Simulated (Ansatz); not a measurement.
# Run report: Ti, single-point calculation

The run: single-point calculation of Ti (slab, 3 atoms in the cell). Method and program: DFT PBE, scalar-relativistic, plane waves, PAW, PAW set soft_1, no spin polarisation (Ansatz 0.2.0).

The structure derives from an entry of the Crystallography Open Database. Figures and captions count atoms from 1; the log counts them from 0 in places.

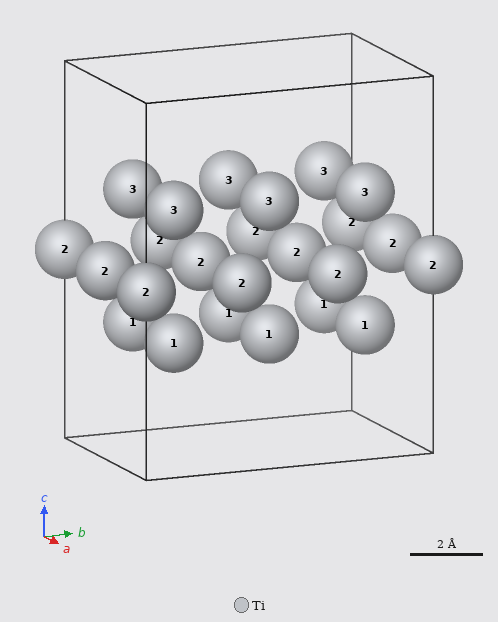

Figure 1. The structure as given in the input (spheres-only view of the 2 × 3 repeat of the cell, with the vacuum cut short, seen slightly off an axis; atoms are numbered from 1 in the order of the input). An atom can appear more than once, as a periodic image.

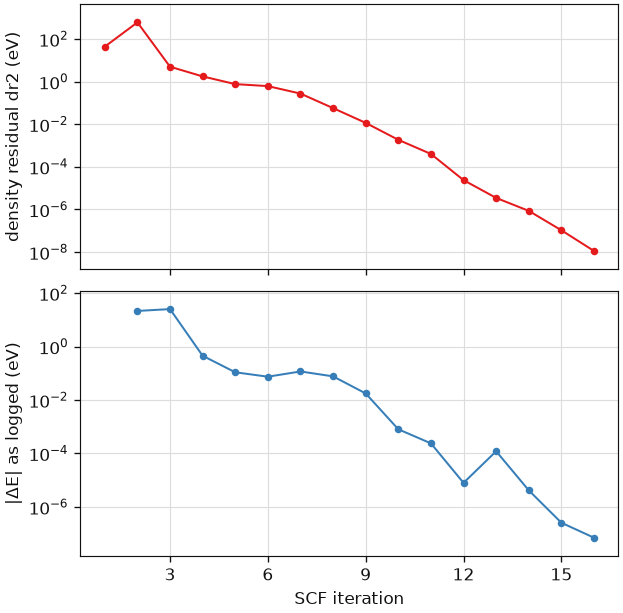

Figure 2. Convergence of the self-consistent field: density residual dr2 and size of the energy change against the SCF iteration. The residual comes down, with one marked jump up, by a factor of about 15, at step 2.

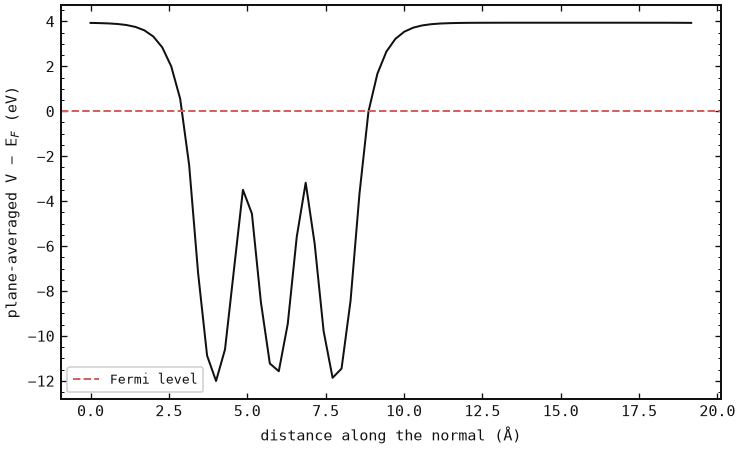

Figure 3. Plane average of the electrostatic potential energy of an electron across the cell, from the Fermi level. The vacuum level lies 3.94 eV above the Fermi level.

The input that produced these results follows, with the program's output.

**Input file**
```yaml
crystal:
  lattice:
    - [2.9075446922, 0.0, 0.0]
    - [0.0, 2.9075446922, 0.0]
    - [0.0, 0.0, 19.3059825228]
  atoms:
    - { symbol: Ti, position: [0.5, 0.5, 0.2071896623] }
    - { symbol: Ti, position: [0.0, 0.0, 0.3057583538] }
    - { symbol: Ti, position: [0.5, 0.5, 0.4043297208] }
basis:
  ecutwfc: 420
kpoints:
  mp_grid: { grid: [9, 9, 1] }
hamiltonian:
  xc: pbe
  pseudopotentials: { kind: paw, azcp: { folder: soft_1 } }
scf:
  occupations: { method: gaussian, width: 0.1 }
output:
  forces: true
  eigenvalues: true
efield:
  axis: 3
  dipole_correction: true
  ramp_width: 0.04
```

Launched with:
```bash
ansatz run input.yaml --threads 1 --pin off --max-ram 3072MiB --backend cpu --events-out ev --progress --plain --runs-dir out
```

**Output**
```
Engine: ansatz 0.2.0, x86_64-unknown-linux-gnu
Pseudopotentials: kind: paw
Pseudopotential: Ti, paw, valence charge 12, recommended cutoff 420 eV (normal), [file]
Functional definition: PBE
  parameter kappa = 0.804
  parameter beta = 0.06672455060314922
  exchange = pbe_x(kappa = kappa, mu = beta*pi^2/3)
  correlation = pbe_c(beta = beta)
Crystal: 3 atoms, lattice volume = 163.209 Å³
Basis set: ecut = 420 eV, 3157 PW (Γ), exchange–correlation on 40×40×270 points (8 copies of the dense FFT grid, shifted against one another)
Bands: 22, of which v1, the nominal top of the filled ones, is band 18 counted from 1 (17 counted from 0)
Symmetry: 8 space group operations
k-points: 15 of 81
Non-local potential: Ti, projectors of the file, l = 0: 3, l = 1: 2, l = 2: 3, l = 3: 1
PAW form: soft (Blöchl's): semilocal exchange-correlation on the pseudo side does not see the compensation charge
PAW one-centre angular grid: Ti, 590 points (default); XC on 64 Gauss nodes
Initial density: superposition of atomic densities (neutral atoms: chi_scale 0, normalization atom)
Initial wavefunctions: pseudopotential atomic-orbital guess
Functional: x = pbe(κ = 0.804, μ = 0.2195149727645171), c = pbe(β = 0.06672455060314922)
SCF iter   1: F=—  HF=-7501.675687 eV  |F-HF|=—  |Δ(HF+E_count)|=         —  Δρ=6.47e-2  dr2=4.38e1  ethr=3.10e-3  p=-0.000 e·Å  D=-1.51e-7 V/Å  ΔV_dip=0.00 eV  dr2_dipole=4.17e-8  V_vac-E_F(+/−)=8.00/8.00 eV  ⟨swp⟩=7.8  Hψ=1723  notcnv=0
efield: sawtooth ramp at fractional position 0.7858 (placed from the atoms, in the widest stretch of the axis that holds none; the zero of the levels goes with the place), width 0.0400; the density the first Hamiltonian is built on has a dipole p = -0.000 e·Å; the dipole correction subtracts the counter field D = -1.51e-7 V/Å, which shifts the + side's vacuum level by +0.00 eV against the − side's; the planar-averaged density in the ramp window peaks in size at 4.0e-7 e/Å³
preconditioner: auto → LDOS  [insulator: Δε(μ)=0.117 eV  Ē_g=3.114 eV  σ=0.100 eV  W_gap=0.59  n_scr=12 (ndim 8)  ℏωp=10.1 eV  f_vac=0.566  D(μ)=1.54/eV (n_scr^D=8)  ε∞_Penn≈11.5  β→1.0]
SCF iter   2: F=—  HF=-7523.160352 eV  |F-HF|=—  |Δ(HF+E_count)|=    2.15e1  Δρ=1.17e-1  dr2=6.05e2  ethr=3.10e-3  p=0.002 e·Å  D=2.57e-3 V/Å  ΔV_dip=-0.05 eV  dr2_dipole=1.49e-1  V_vac-E_F(+/−)=-2.85/-2.80 eV  ⟨swp⟩=5.1  Hψ=4729  notcnv=0  recentre
automatic band count: the SCF goes on with 26 bands, as 22 were too few: the levels above may hold too much charge
SCF iter   3: F=—  HF=-7497.970380 eV  |F-HF|=—  |Δ(HF+E_count)|=    2.52e1  Δρ=2.36e-2  dr2=5.01e0  ethr=3.10e-3  p=0.001 e·Å  D=1.39e-3 V/Å  ΔV_dip=-0.03 eV  dr2_dipole=6.49e-5  V_vac-E_F(+/−)=6.08/6.11 eV  ⟨swp⟩=6.1  Hψ=1641  notcnv=0  defer=10
SCF iter   4: F=—  HF=-7497.517949 eV  |F-HF|=—  |Δ(HF+E_count)|=   4.52e-1  Δρ=1.07e-2  dr2=1.76e0  ethr=3.10e-3  p=-0.006 e·Å  D=-6.58e-3 V/Å  ΔV_dip=0.13 eV  dr2_dipole=1.29e-4  V_vac-E_F(+/−)=9.48/9.37 eV  ⟨swp⟩=3.5  Hψ=784  notcnv=0  defer=26
SCF iter   5: F=—  HF=-7497.409111 eV  |F-HF|=—  |Δ(HF+E_count)|=   1.09e-1  Δρ=7.05e-3  dr2=7.65e-1  ethr=3.10e-3  p=-0.006 e·Å  D=-7.03e-3 V/Å  ΔV_dip=0.14 eV  dr2_dipole=1.13e-4  V_vac-E_F(+/−)=9.10/8.99 eV  ⟨swp⟩=2.8  Hψ=466  notcnv=0  defer=26
SCF iter   6: F=—  HF=-7497.334575 eV  |F-HF|=—  |Δ(HF+E_count)|=   7.45e-2  Δρ=5.33e-3  dr2=6.17e-1  ethr=2.12e-3  p=-0.006 e·Å  D=-6.42e-3 V/Å  ΔV_dip=0.12 eV  dr2_dipole=3.33e-5  V_vac-E_F(+/−)=8.38/8.28 eV  ⟨swp⟩=1.6  Hψ=387  notcnv=0  defer=26
SCF iter   7: F=—  HF=-7497.217941 eV  |F-HF|=—  |Δ(HF+E_count)|=   1.17e-1  Δρ=3.39e-3  dr2=2.75e-1  ethr=1.71e-3  p=-0.005 e·Å  D=-5.15e-3 V/Å  ΔV_dip=0.10 eV  dr2_dipole=8.98e-6  V_vac-E_F(+/−)=7.17/7.09 eV  ⟨swp⟩=1.7  Hψ=398  notcnv=0  defer=26
SCF iter   8: F=—  HF=-7497.141230 eV  |F-HF|=—  |Δ(HF+E_count)|=   7.67e-2  Δρ=1.42e-3  dr2=5.71e-2  ethr=7.65e-4  p=-0.002 e·Å  D=-2.72e-3 V/Å  ΔV_dip=0.05 eV  dr2_dipole=2.65e-9  V_vac-E_F(+/−)=5.63/5.59 eV  ⟨swp⟩=2.3  Hψ=478  notcnv=0  defer=26
SCF iter   9: F=—  HF=-7497.123586 eV  |F-HF|=—  |Δ(HF+E_count)|=   1.76e-2  Δρ=8.60e-4  dr2=1.16e-2  ethr=1.59e-4  p=-0.001 e·Å  D=-1.17e-3 V/Å  ΔV_dip=0.02 eV  dr2_dipole=3.73e-5  V_vac-E_F(+/−)=4.72/4.70 eV  ⟨swp⟩=2.0  Hψ=437  notcnv=0  defer=26
SCF iter  10: F=—  HF=-7497.122783 eV  |F-HF|=—  |Δ(HF+E_count)|=   8.03e-4  Δρ=7.00e-4  dr2=1.86e-3  ethr=3.22e-5  p=0.000 e·Å  D=6.77e-5 V/Å  ΔV_dip=-0.00 eV  dr2_dipole=1.92e-6  V_vac-E_F(+/−)=3.91/3.91 eV  ⟨swp⟩=2.4  Hψ=450  notcnv=0  defer=26
SCF iter  11: F=—  HF=-7497.123022 eV  |F-HF|=—  |Δ(HF+E_count)|=   2.39e-4  Δρ=3.68e-4  dr2=4.04e-4  ethr=5.17e-6  p=-0.000 e·Å  D=-2.96e-5 V/Å  ΔV_dip=0.00 eV  dr2_dipole=1.16e-6  V_vac-E_F(+/−)=3.99/3.99 eV  ⟨swp⟩=2.5  Hψ=518  notcnv=0  defer=20
SCF iter  12: F=—  HF=-7497.123030 eV  |F-HF|=—  |Δ(HF+E_count)|=   7.96e-6  Δρ=9.10e-5  dr2=2.39e-5  ethr=1.12e-6  p=-0.000 e·Å  D=-6.22e-6 V/Å  ΔV_dip=0.00 eV  dr2_dipole=2.51e-7  V_vac-E_F(+/−)=3.96/3.96 eV  ⟨swp⟩=2.3  Hψ=470  notcnv=0  defer=20
SCF iter  13: F=—  HF=-7497.123151 eV  |F-HF|=—  |Δ(HF+E_count)|=   1.21e-4  Δρ=3.92e-5  dr2=3.49e-6  ethr=6.63e-8  p=-0.000 e·Å  D=-1.09e-5 V/Å  ΔV_dip=0.00 eV  dr2_dipole=3.70e-7  V_vac-E_F(+/−)=3.95/3.95 eV  ⟨swp⟩=2.3  Hψ=491  notcnv=0  defer=20
SCF iter  14: F=—  HF=-7497.123155 eV  |F-HF|=—  |Δ(HF+E_count)|=   4.17e-6  Δρ=1.54e-5  dr2=8.62e-7  ethr=9.71e-9  p=0.000 e·Å  D=3.59e-6 V/Å  ΔV_dip=-0.00 eV  dr2_dipole=8.82e-8  V_vac-E_F(+/−)=3.94/3.94 eV  ⟨swp⟩=2.7  Hψ=565  notcnv=0  defer=20
SCF iter  15: F=—  HF=-7497.123155 eV  |F-HF|=—  |Δ(HF+E_count)|=   2.56e-7  Δρ=7.21e-6  dr2=1.06e-7  ethr=2.39e-9  p=-0.000 e·Å  D=-1.62e-7 V/Å  ΔV_dip=0.00 eV  dr2_dipole=7.97e-11  V_vac-E_F(+/−)=3.94/3.94 eV  ⟨swp⟩=2.1  Hψ=509  notcnv=0  defer=20
SCF iter  16: F=-7497.123155 eV  HF=-7497.123155 eV  |F-HF|=6.20e-9  |Δ(HF+E_count)|=   7.05e-8  Δρ=3.10e-6  dr2=1.13e-8  ethr=2.78e-10  p=-0.000 e·Å  D=-3.00e-7 V/Å  ΔV_dip=0.00 eV  dr2_dipole=1.17e-10  V_vac-E_F(+/−)=3.94/3.94 eV  ⟨swp⟩=16.9  Hψ=2582  notcnv=0
SCF 1 converged in 16 iterations: F = -7497.123155 eV  dr2 = 1.13e-8
  greatest PAW one-centre occupation: 0.999 electrons in one spin orbital (limit 2), on the Ti atom at site 1 (counted from 0), in its partial waves of l = 0
SCF converged after 16 iterations
Free energy (F): -7497.123155 eV
Harris-Foulkes:  -7497.123155 eV  (|F-HF|=6.20e-9)
Internal energy: -7497.081032 eV  (E = F + TS)
E sigma→0 (E₀):  -7497.102094 eV
Entropy (-TS):   -0.042123 eV (-14.041 meV/atom)
Fermi energy:    1.672387 eV
Dipole field:    D = -0.000016 V/Å  (p = -0.000015 e·Å, saw-weighted, corrected)
Work function:   Φ+ = 3.9406 eV   Φ− = 3.9403 eV
Levels:          The Fermi level and band energies are counted from a zero that moves with the ramp; work functions are not
--- Per-component energies (eV) ---
  E_band       = -887.381150
  E_kinetic    = 843.131548
  E_local      = -25273.399266  (includes V_loc(G=0)·N_el)
  E_nonlocal   = 182.991302
  E_hartree    = 12158.363486
  E_xc         = -346.459743
  E_vxc        = -433.607772  (∫ρ·V_xc dr)
  E_paw        = -3127.402017  (= ΣΔE_a)
  E_vpaw       = -523.220997  (= ΣTr[D̂ρ^β])
  E_aug_tail   = -0.000234  (compensation charges beyond the density's cutoff)
  E_efield     = 0.000000  (sawtooth field / dipole correction)
  E_vefield    = -0.000000  (∫n·V_field dr)
  E_ewald      = 8065.693893
  E_smearing   = -0.042123  (= −TS)
  E_closure    = -0.000000  (closes the sum)
  Σ components = -7497.123155   (vs F -7497.123155, Δ=0.00e0)
--- Forces (eV/Å), atoms counted from 1 ---
  atom   1  Ti     0.00000000     0.00000000    -0.00047677
  atom   2  Ti     0.00000000     0.00000000     0.00020180
  atom   3  Ti    -0.00000000     0.00000000     0.00030236
  max |Σ_I F_I| component: 2.74e-5 eV/Å
--- Band table (eV; the first three rows and the last of 15) ---
  k-point 0: bands = ["-55.0994", "-55.0812", "-54.6594", "-31.5630", "-31.4576", "-31.1626", "-31.1626", "-31.1203", "-31.1203", "-30.8123", "-30.7369", "-30.7369", "-3.6251", "-1.9261", "-0.9222", "0.0650", "1.0638", "1.6311", "1.7887", "2.4387", "2.7650", "2.7650", "3.6380", "3.6380", "4.1725", "4.2114"]
  k-point 1: bands = ["-55.0926", "-55.0764", "-54.6566", "-31.5504", "-31.4670", "-31.1980", "-31.1798", "-31.1545", "-31.1166", "-30.7988", "-30.7732", "-30.7376", "-3.3687", "-1.7000", "-0.7233", "0.1855", "1.1287", "1.6277", "1.8467", "2.5022", "2.7704", "2.7956", "3.4639", "3.5872", "3.6457", "4.1622"]
  k-point 2: bands = ["-55.0754", "-55.0642", "-54.6495", "-31.5207", "-31.4976", "-31.3088", "-31.2875", "-31.1336", "-31.1072", "-30.8568", "-30.7828", "-30.7401", "-2.6574", "-1.1341", "-0.2505", "0.4862", "1.3179", "1.5820", "1.8746", "2.8036", "2.8255", "2.8727", "3.0086", "3.1061", "3.5647", "3.9619"]
  k-point 14: bands = ["-55.0031", "-55.0025", "-54.5971", "-31.5189", "-31.5177", "-31.4309", "-31.4226", "-31.3865", "-31.3720", "-30.9912", "-30.9891", "-30.8483", "-0.4596", "-0.3739", "0.3551", "0.3807", "0.3964", "1.4733", "1.5342", "3.5208", "3.7789", "3.8245", "4.4609", "4.6339", "4.9721", "5.2834"]
```

**Key numbers**

```json
{"quantity": "outcome", "value": "converged"}
{"quantity": "electrons treated", "value": "36"}
{"quantity": "free energy", "value": "−7497.1232 eV"}
{"quantity": "work function, top face", "value": "3.94 eV"}
{"quantity": "work function, bottom face", "value": "3.94 eV"}
{"quantity": "Fermi energy", "value": "1.672 eV"}
{"quantity": "gap on the k-point mesh", "value": "none (metallic)"}
{"quantity": "work function (upper face)", "value": "3.94 eV"}
{"quantity": "largest force (length of the vector)", "value": "under 0.001 eV/Å"}
{"quantity": "hardware", "value": "1 thread of Intel Xeon (Sapphire Rapids), 16 GiB of memory available, shared host"}
{"quantity": "wall time", "value": "7.3 s"}
{"quantity": "peak memory", "value": "0.41 GiB"}
```
